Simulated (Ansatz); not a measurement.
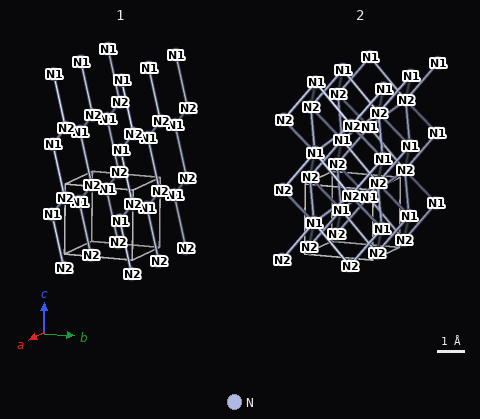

Two geometries of crystalline N (set up in P-1) (coarse preliminary run), drawn at one scale. One is the start of a relaxation, the other its converged end. A ball-and-stick model of the cell of the calculation, reduced to other axes, repeated 3 × 2 × 3 with one cell outlined, seen slightly off an axis. Lengths and directions refer to the drawn axes.

Level of theory: DFT PBE, scalar-relativistic, plane waves, PAW in Ansatz. (plane-wave cutoff 220 eV; occupations gaussian; smearing width 0.1 eV; no spin polarisation; atoms relaxed in a fixed cell; force threshold 0.02 eV/Å; at most 30 steps)

> Which of the two is the end point?

Structure 1 is the relaxed one. Case: input drawn at random. The largest moves, 0.88 Å, are those of N1 and N2. N1 goes along [0 −3 1]. The cell doesn't change. Near-neighbour distances that change, for instance: N1–N2 2.129 → 3.701 Å, N1–N2 (another image) 1.906 → 3.079 Å, N1–N2 (another image) 1.919 → 2.870 Å, N1–N2 (another image) 1.977 → 1.078 Å. The space group stays P-1 (No. 2). The energy falls by 2240 meV per atom in 15 accepted moves (17 points after the start). The largest force component goes from 1.5 to 0.0036 eV/Å. The line search rejected the trial step at point 12 of the run. 1 step only repeated the SCF at the same geometry.

Limits of the set-up: the cutoff lies below the recommended one.
